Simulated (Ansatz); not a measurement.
# Ge (slab): what the fields show

The calculation's input:

```
crystal:
  lattice:
    - [4.0226895355, 0.0, 0.0]
    - [-2.0113447678, 3.4837513293, 0.0]
    - [0.0, 0.0, 18.8685220287]
  atoms:
    - { symbol: Ge, position: [0.3333333333, 0.6666666667, 0.2747571329] }
    - { symbol: Ge, position: [0.6666666667, 0.3333333333, 0.2384924475] }
    - { symbol: Ge, position: [1.0, 1.0, 0.5415645175] }
    - { symbol: Ge, position: [0.6666666667, 1.3333333333, 0.5052998322] }
basis:
  ecutwfc: 420
kpoints:
  mp_grid: { grid: [9, 9, 1] }
hamiltonian:
  xc: pbe
  pseudopotentials: { kind: paw, azcp: { folder: soft_1 } }
  dispersion: d3bj
scf:
  occupations: { method: gaussian, width: 0.1 }
output:
  forces: true
  eigenvalues: true
  write_density: true
  write_potential: true
  elf: true
  volumetric_format: npy
efield:
  axis: 3
  dipole_correction: true
  ramp_width: 0.04
```

Run with:

```sh
ansatz run input.yaml --threads 1 --pin off --max-ram 3072MiB --backend cpu --events-out ev --progress --plain --runs-dir out
```

A point of a scan over the structure, not its minimum; PAW files of the earlier set (soft_1).

Theory: DFT PBE+D3(BJ), scalar-relativistic, plane waves, PAW in Ansatz.

In a PAW calculation such maps are meaningful between the atoms, not at the nuclei.

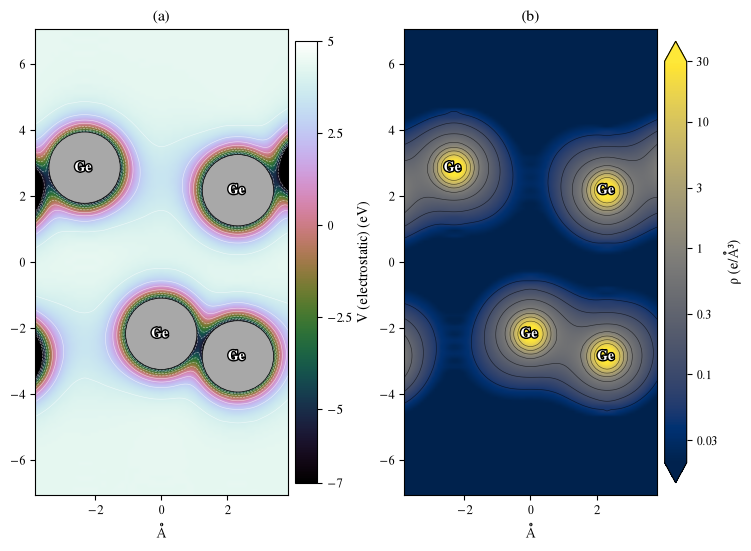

Figure 1. (a) electrostatic potential (local pseudopotential plus Hartree) felt by an electron; (b) valence pseudo-density on the (110) plane of the calculation cell, a cut from vacuum to vacuum. Grey discs cover the atomic cores in the potential map.

### What does the map show?

- The plane passes through Ge nuclei.
- Ge–Ge (2.42 Å): ρ is about 0.52 e/Å³ halfway.
- The density dies away to nearly zero in the vacuum.
- Outside the cores the potential energy rises away from the atoms and is highest in the vacuum; its zero is arbitrary.

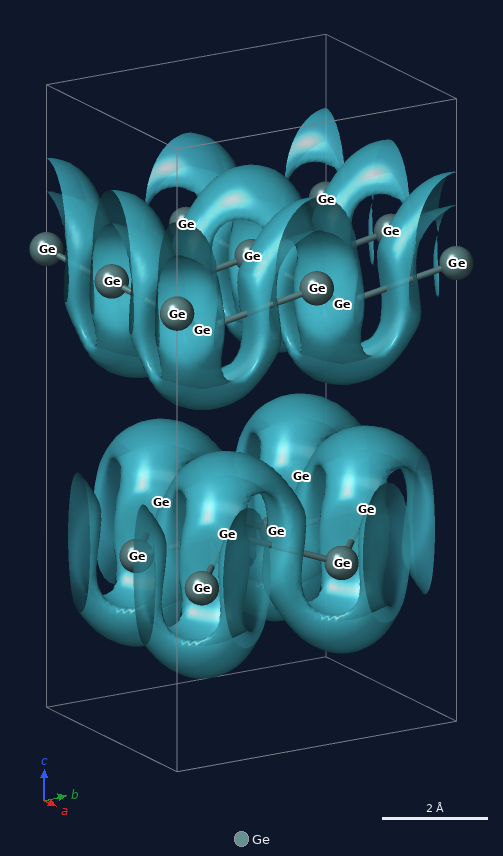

Figure 2. Isosurface of the ELF at 0.6 (cyan), seen slightly off an axis. Core shells and regions of very low density are left out. Sticks mark near contacts.

### What do the ELF domains correspond to?

The surface consists of sheets that run through the cell in two directions, counted in one cell of 4 atoms. Counts are for one cell; the picture repeats the cell along the surface. There are no localised bonds or lone pairs at this value. Profiles from the grid: Ge–Ge (2.42 Å): the ELF peaks at about 0.75 between the atoms.
